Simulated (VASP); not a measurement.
## Black phosphorene and its bilayer

What are the lattice, gap and band positions of black phosphorene, and what does a second sheet change?

Method: PBE with D3(BJ); plane waves and PAW (P), in VASP 6.6.1.

**1. The starting structure**

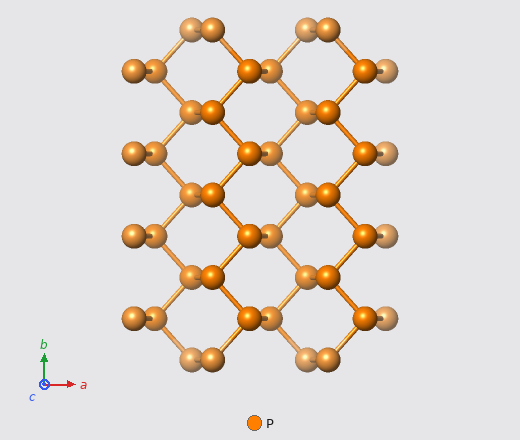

The cell as given, from above (phosphorus orange). 2×3×1 cells are drawn. Some periodic images of atoms are drawn too.

The cell holds 4 atoms: 4 P. Its edges and angles: a = 4.620 Å, b = 3.300 Å, c = 22.000 Å, α = 90.0°, β = 90.0°, γ = 90.0°. Vacuum lies along c.

Coordinates:

```
P
1.0
     4.62000    0.00000    0.00000
     0.00000    3.30000    0.00000
     0.00000    0.00000   22.00000
P
4
Direct
  0.09000 0.00000 0.45227
  0.41000 0.50000 0.45227
  0.59000 0.50000 0.54773
  0.91000 0.00000 0.54773
```

**2. Relaxing the monolayer**

The sheet's cell relaxes in its plane with the atoms, while the vacuum is kept.

File INCAR:

```
SYSTEM = P
PREC = Normal
ENCUT = 350
EDIFF = 1E-06
NELM = 120
ISMEAR = 0
SIGMA = 0.03
LREAL = .FALSE.
ALGO = Normal
GGA = PE
IVDW = 12
NBANDS = 16
LORBIT = 11
LWAVE = .FALSE.
LCHARG = .FALSE.
KPAR = 4
IBRION = 2
NSW = 50
ISIF = 3
EDIFFG = -0.015
POTIM = 0.4
IDIPOL = 3
LDIPOL = .TRUE.
DIPOL = 0.5 0.5 0.5
LATTICE_CONSTRAINTS = .TRUE. .TRUE. .FALSE.
```

File POSCAR:

```
P
1.0
    4.6200000000      0.0000000000      0.0000000000
    0.0000000000      3.3000000000      0.0000000000
    0.0000000000      0.0000000000     22.0000000000
P
4
Direct
    0.0900000000      0.0000000000      0.4522727273
    0.4100000000      0.5000000000      0.4522727273
    0.5900000000      0.5000000000      0.5477272727
    0.9100000000      0.0000000000      0.5477272727
```

File KPOINTS:

```
Automatic mesh
0
Gamma
7 9 1
0 0 0
```

Potentials, in the order of the species: P (PBE family, release 64).

Launch:

```console
$ mpirun -np 4 vasp_std
```

The log of the run:

```text
[banner, memory and clock lines left out]
running    4 mpi-ranks, on    1 nodes
 distrk:  each k-point on    1 cores,    4 groups
 distr:  one band on    1 cores,    1 groups

 POSCAR found type information on POSCAR P
 POSCAR found :  1 types and       4 ions
 LDA part: xc-table for (Slater+PW92), standard interpolation
 POSCAR, INCAR and KPOINTS ok, starting setup
 FFT: planning ... GRIDC
 FFT: planning ... GRID_SOFT
 FFT: planning ... GRID
 WAVECAR not read
 entering main loop
       N       E                     dE             d eps       ncg     rms          rms(c)
DAV:   1     0.117936864753E+03    0.11794E+03   -0.52341E+03   640   0.637E+02
DAV:   2    -0.798184609954E+01   -0.12592E+03   -0.11928E+03  1000   0.143E+02
DAV:   3    -0.214082095688E+02   -0.13426E+02   -0.13374E+02   896   0.567E+01
DAV:   4    -0.216579865904E+02   -0.24978E+00   -0.24944E+00   864   0.989E+00
DAV:   5    -0.216654325772E+02   -0.74460E-02   -0.74448E-02  1000   0.153E+00    0.102E+01
DAV:   6    -0.215202975740E+02    0.14514E+00   -0.83802E-02   864   0.151E+00    0.602E+00
DAV:   7    -0.214519347511E+02    0.68363E-01   -0.15049E-01   848   0.205E+00    0.314E-01
DAV:   8    -0.214512441923E+02    0.69056E-03   -0.97155E-03   888   0.607E-01    0.137E-01
DAV:   9    -0.214510764156E+02    0.16778E-03   -0.53361E-04  1064   0.139E-01    0.112E-01
DAV:  10    -0.214508658986E+02    0.21052E-03   -0.18095E-04   888   0.671E-02    0.693E-02
DAV:  11    -0.214507556178E+02    0.11028E-03   -0.15369E-04   872   0.562E-02    0.181E-02
DAV:  12    -0.214511556093E+02   -0.39999E-03   -0.27106E-04   752   0.614E-02    0.135E-02
DAV:  13    -0.214512687085E+02   -0.11310E-03   -0.88770E-06   848   0.176E-02    0.121E-02
DAV:  14    -0.214514573139E+02   -0.18861E-03   -0.53594E-06   848   0.133E-02    0.467E-03
DAV:  15    -0.214515381643E+02   -0.80850E-04   -0.33366E-06   800   0.785E-03    0.624E-03
DAV:  16    -0.214515993269E+02   -0.61163E-04   -0.11737E-06   664   0.484E-03    0.195E-03
DAV:  17    -0.214516130047E+02   -0.13678E-04   -0.27993E-07   704   0.240E-03    0.216E-03
DAV:  18    -0.214516235907E+02   -0.10586E-04   -0.29891E-07   616   0.216E-03    0.503E-04
DAV:  19    -0.214516242407E+02   -0.65007E-06   -0.16716E-08   640   0.633E-04
   1 F= -.22399897E+02 E0= -.22399897E+02  d E =-.223999E+02
 curvature:   0.00 expect dE= 0.000E+00 dE for cont linesearch  0.000E+00
 trial: gam= 0.00000 g(F)=  0.231E-02 g(S)=  0.137E-01 ort = 0.000E+00 (trialstep = 0.100E+01)
 search vector abs. value=  0.160E-01
 bond charge predicted
       N       E                     dE             d eps       ncg     rms          rms(c)
DAV:   1    -0.214523999900E+02   -0.77640E-03   -0.37104E-01   728   0.319E+00    0.623E-01
DAV:   2    -0.214466084577E+02    0.57915E-02   -0.17104E-02   840   0.768E-01    0.333E-01
DAV:   3    -0.214436559998E+02    0.29525E-02   -0.46660E-03   760   0.352E-01    0.719E-02
DAV:   4    -0.214435526762E+02    0.10332E-03   -0.34016E-04   936   0.106E-01    0.523E-02
DAV:   5    -0.214435417629E+02    0.10913E-04   -0.20715E-05  1024   0.275E-02    0.155E-02
DAV:   6    -0.214435359774E+02    0.57855E-05   -0.12518E-05   848   0.194E-02    0.590E-03
DAV:   7    -0.214435370554E+02   -0.10780E-05   -0.93337E-07   632   0.575E-03    0.222E-03
DAV:   8    -0.214435393368E+02   -0.22814E-05   -0.41523E-07   592   0.363E-03    0.796E-04
DAV:   9    -0.214435443158E+02   -0.49790E-05   -0.43723E-07   584   0.284E-03    0.919E-04
DAV:  10    -0.214435479842E+02   -0.36684E-05   -0.22045E-07   672   0.187E-03    0.414E-04
DAV:  11    -0.214435517236E+02   -0.37393E-05   -0.20632E-07   592   0.154E-03    0.341E-04
DAV:  12    -0.214435527742E+02   -0.10506E-05   -0.22823E-08   640   0.766E-04    0.173E-04
DAV:  13    -0.214435538326E+02   -0.10583E-05   -0.31089E-08   616   0.651E-04    0.108E-04
DAV:  14    -0.214435539597E+02   -0.12713E-06   -0.29317E-09   624   0.312E-04
   2 F= -.22409180E+02 E0= -.22409180E+02  d E =-.928343E-02
[...]
3 F= -.22409381E+02 E0= -.22409381E+02  d E =-.948457E-02
[...]
4 F= -.22413909E+02 E0= -.22413909E+02  d E =-.452739E-02
[...]
5 F= -.22415028E+02 E0= -.22415028E+02  d E =-.564626E-02
[...]
6 F= -.22418717E+02 E0= -.22418717E+02  d E =-.368918E-02
[...]
7 F= -.22422319E+02 E0= -.22422319E+02  d E =-.729130E-02
 curvature:  -3.05 expect dE=-0.603E-03 dE for cont linesearch -0.148E-03
 ZBRENT: extrapolating
 opt :   2.6982  next Energy=   -22.422475 (dE=-0.745E-02)
 bond charge predicted
       N       E                     dE             d eps       ncg     rms          rms(c)
DAV:   1    -0.214296957034E+02    0.19039E-02   -0.50186E-02   656   0.107E+00    0.126E-01
DAV:   2    -0.214294271840E+02    0.26852E-03   -0.21410E-03   872   0.297E-01    0.694E-02
DAV:   3    -0.214293035195E+02    0.12366E-03   -0.20112E-04   864   0.802E-02    0.370E-02
DAV:   4    -0.214292729595E+02    0.30560E-04   -0.70506E-05   792   0.445E-02    0.155E-02
DAV:   5    -0.214292733292E+02   -0.36970E-06   -0.78466E-06   944   0.167E-02
   8 F= -.22422477E+02 E0= -.22422477E+02  d E =-.744953E-02
 curvature:  -3.21 expect dE=-0.168E-03 dE for cont linesearch -0.498E-07
 trial: gam=-0.02175 g(F)=  0.303E-04 g(S)=  0.219E-04 ort = 0.142E-04 (trialstep = 0.117E+01)
 search vector abs. value=  0.578E-04
 reached required accuracy - stopping structural energy minimisation
```

Elapsed: 31 s, on 4 MPI ranks of Intel Xeon 6975P-C (Granite Rapids), shared host; peak memory 0.89 GiB; 1.8 min of CPU time.

Lines that name or quote the potential files are left out of all logs, and their timing lines are given in words.

Parts of OUTCAR (step 2):

```text
ion  position               nearest neighbor table
   1  0.090  0.000  0.452-   2 2.22   2 2.22   4 2.26
   2  0.410  0.500  0.452-   1 2.22   1 2.22   3 2.26
   3  0.590  0.500  0.548-   4 2.22   4 2.22   2 2.26
   4  0.910  0.000  0.548-   3 2.22   3 2.22   1 2.26

  LATTYP: Found a simple orthorhombic cell.
 ALAT       =     3.3000000000
 B/A-ratio  =     1.4000000000
 C/A-ratio  =     6.6666666667

 Subroutine GETGRP returns: Found  8 space group operations
 (whereof  4 operations were pure point group operations)

The static configuration has the point symmetry C_2h.
 The point group associated with its full space group is D_2h.

 Found     20 irreducible k-points:

   k-points           NKPTS =     20   k-points in BZ     NKDIM =     20   number of bands    NBANDS=     16

   dimension x,y,z NGX =    24 NGY =   16 NGZ =  108
   dimension x,y,z NGXF=    48 NGYF=   32 NGZF=  216

   ENCUT  =  350.0 eV  25.72 Ry    5.07 a.u.   7.05  5.03 33.56*2*pi/ulx,y,z

   NELECT =      20.0000    total number of electrons

 k-points in reciprocal lattice and weights: Automatic mesh
   0.00000000  0.00000000  0.00000000       0.016
   0.14285714  0.00000000  0.00000000       0.032
   0.28571429  0.00000000  0.00000000       0.032
   0.42857143  0.00000000  0.00000000       0.032
   0.00000000  0.11111111  0.00000000       0.032
   0.14285714  0.11111111  0.00000000       0.063
   0.28571429  0.11111111  0.00000000       0.063
   0.42857143  0.11111111  0.00000000       0.063
   0.00000000  0.22222222  0.00000000       0.032
[...]
0.28571429  0.44444444  0.00000000       0.063
   0.42857143  0.44444444  0.00000000       0.063

 Edisp (eV)   -0.99072

 dipolmoment           0.000000      0.000000      0.000000 electrons x Angstroem

 average (electrostatic) potential at core
       1 -91.3140       2 -91.3140       3 -91.3140       4 -91.3140

 E-fermi :  -2.1281

 k-point     1 :       0.0000    0.0000    0.0000
  band No.  band energies     occupation
    ...
      6      -6.8444      2.00000
      7      -5.7912      2.00000
      8      -4.1881      2.00000
      9      -4.0835      2.00000
     10      -2.3115      2.00000
     11      -1.5666      0.00000
     12      -0.7474      0.00000
     13       0.4251      0.00000
     14       1.1493      0.00000
     15       2.0337      0.00000
    ...

 k-point     2 :       0.1429    0.0000    0.0000
  band No.  band energies     occupation
    ...
      6      -6.5316      2.00000
      7      -5.7047      2.00000
      8      -4.1452      2.00000
      9      -3.6227      2.00000
     10      -3.0234      2.00000
     11      -0.9495      0.00000
     12      -0.6560      0.00000
     13       0.2113      0.00000
     14       1.0093      0.00000
     15       2.2502      0.00000
    ...

 k-point     3 :       0.2857    0.0000    0.0000
  band No.  band energies     occupation
    ...
      6      -5.4581      2.00000
      7      -5.3705      2.00000
      8      -4.3468      2.00000
      9      -4.0248      2.00000
     10      -2.7151      2.00000
     11      -0.4691      0.00000
     12      -0.2763      0.00000
     13      -0.0131      0.00000
     14       0.8404      0.00000
     15       2.2948      0.00000
    ...

 Edisp (eV)   -0.99320

  Total       0.02791     0.03863     0.03042     0.00000     0.00000    -0.00000
  in kB       0.13925     0.19273     0.15177     0.00000     0.00000    -0.00000
  external pressure =        0.16 kB  Pullay stress =        0.00 kB

  energy-cutoff  :      350.00
  volume of cell :      321.14
      direct lattice vectors                 reciprocal lattice vectors
     4.434882065  0.000000000  0.000000000     0.225485139  0.000000000  0.000000000
     0.000000000  3.291499931  0.000000000     0.000000000  0.303812858  0.000000000
     0.000000000  0.000000000 22.000000000     0.000000000  0.000000000  0.045454545

 POSITION                                       TOTAL-FORCE (eV/Angst)
 -----------------------------------------------------------------------------------
      0.36672      0.00000      9.94143         0.002774     -0.000000     -0.013743
      1.85072      1.64575      9.94143        -0.002774      0.000000     -0.013743
      2.58416      1.64575     12.05857         0.002774     -0.000000      0.013743
      4.06816      3.29150     12.05857        -0.002774     -0.000000      0.013743
 -----------------------------------------------------------------------------------
    total drift:                               -0.000000     -0.000000      0.000000

  FREE ENERGIE OF THE ION-ELECTRON SYSTEM (eV)
  ---------------------------------------------------
  free  energy   TOTEN  =       -22.4224770938 eV

  energy  without entropy=      -22.4224770938  energy(sigma->0) =      -22.42247709

 reached required accuracy - stopping structural energy minimisation

 vacuum level on the upper side and lower side of the slab         2.594         2.594

 total charge
# of ion       s       p       d       tot
------------------------------------------
    1        1.080   1.388   0.000   2.468
    2        1.080   1.388   0.000   2.468
    3        1.080   1.388   0.000   2.468
    4        1.080   1.388   0.000   2.468
--------------------------------------------------
tot          4.321   5.552   0.000   9.873

[... 3 further parts left out ...]
```

CONTCAR:

```
P
   1.00000000000000
     4.4348820645929878    0.0000000000000000    0.0000000000000000
     0.0000000000000000    3.2914999311081661    0.0000000000000000
     0.0000000000000000    0.0000000000000000   22.0000000000000000
  P
     4
Direct
     0.0826895819381675    0.0000000000000000    0.4518833794418504
     0.4173104180618326    0.5000000000000000    0.4518833794418504
     0.5826895819381674    0.5000000000000000    0.5481166205581496
     0.9173104180618326    1.0000000000000000    0.5481166205581496
```

The gap is read on the k-mesh alone, so it is an upper bound where the band edges lie off the mesh. The run keeps the 8 symmetry operations of its start, so it cannot find a distortion of lower symmetry.

Step by step:

| step | energy less that of the first step (eV) | largest force (eV/Å) | pressure (GPa) | volume (Å³) |
| --- | --- | --- | --- | --- |
| 1 | 0.0000 | 0.1224 | -0.31 | 335.41 |
| 2 | -0.0093 | 0.1616 | 0.00 | 330.00 |
| 3 | -0.0095 | 0.1729 | 0.06 | 329.11 |
| 4 | -0.0140 | 0.0742 | 0.03 | 327.90 |
| 5 | -0.0151 | 0.1230 | 0.01 | 326.85 |
| 6 | -0.0188 | 0.0920 | 0.01 | 325.21 |
| 7 | -0.0224 | 0.0294 | 0.01 | 321.98 |
| 8 | -0.0226 | 0.0140 | 0.02 | 321.14 |

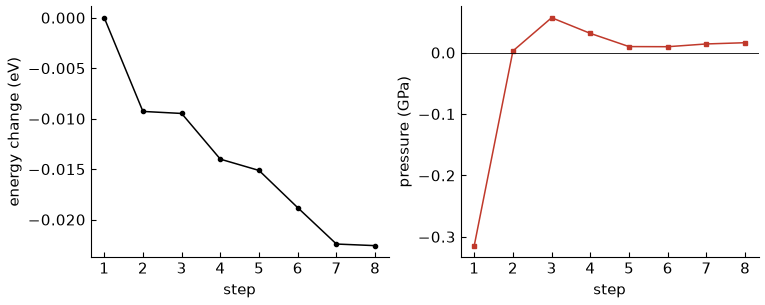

Energy and pressure along the relaxation.

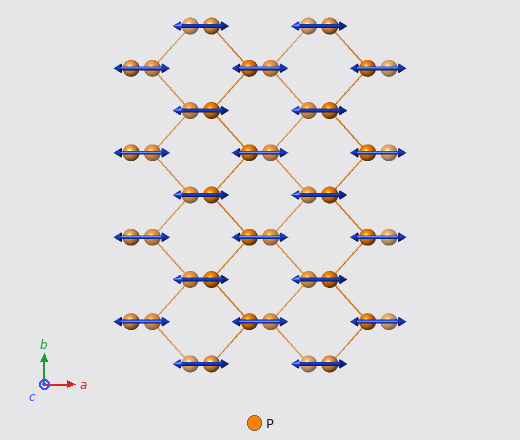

Displacements in the relaxation, exaggerated, measured against the changing cell; the longest in the cell stands for 0.03 Å. 2×3×1 cells are drawn. Some periodic images of atoms are drawn too.

| cell as run | before | after | change |
| --- | --- | --- | --- |
| a (Å) | 4.620 | 4.435 | -4.0 % |
| b (Å) | 3.300 | 3.291 | -0.3 % |

The atoms that moved most (Å, along periodic axes as changes of fractional coordinates times the final cell, across vacuum about the mean position):

| atom | dx | dy | dz | length |
| --- | --- | --- | --- | --- |
| P2 | 0.032 | 0.000 | -0.009 | 0.034 |
| P1 | -0.032 | 0.000 | -0.009 | 0.034 |
| P3 | -0.032 | 0.000 | 0.009 | 0.034 |
| P4 | 0.032 | 0.000 | 0.009 | 0.034 |

Final coordinates:

```
P
1.0
     4.43488    0.00000    0.00000
     0.00000    3.29150    0.00000
     0.00000    0.00000   22.00000
P
4
Direct
  0.08269 0.00000 0.45188
  0.41731 0.50000 0.45188
  0.58269 0.50000 0.54812
  0.91731 0.00000 0.54812
```

Numbers from this step:

| Property | Result |
| --- | --- |
| electronic cycles | 81 |
| electrons | 20 |
| free energy (TOTEN) | -22.42 eV |
| Fermi energy | -2.128 eV |
| metallic | no |
| dipole moment | 0, 0, 0 e·Å |
| gap on the k-mesh | 0.7449 eV |
| least direct gap on the k-mesh | 0.7449 eV |

The run ended after 8 ionic steps, 0.023 eV below its first step, once forces and stress met EDIFFG = -0.015.

(Continued in part 2 of 8.)

[Lines on the potential files, build, host, timing and source positions are cut from VASP's logs without a mark.]

[Logs are printed without paths, hosts, clocks, repeated set-up lines and the standing remarks that a program may print on its own settings, such as how far it seeks lower states.]

[Hosts, paths, dates, database ids (printed as entryN), source tags and the programs' standing remarks are cut or masked in the printed files.]

[Runs that stopped without an error message from VASP are left out.]
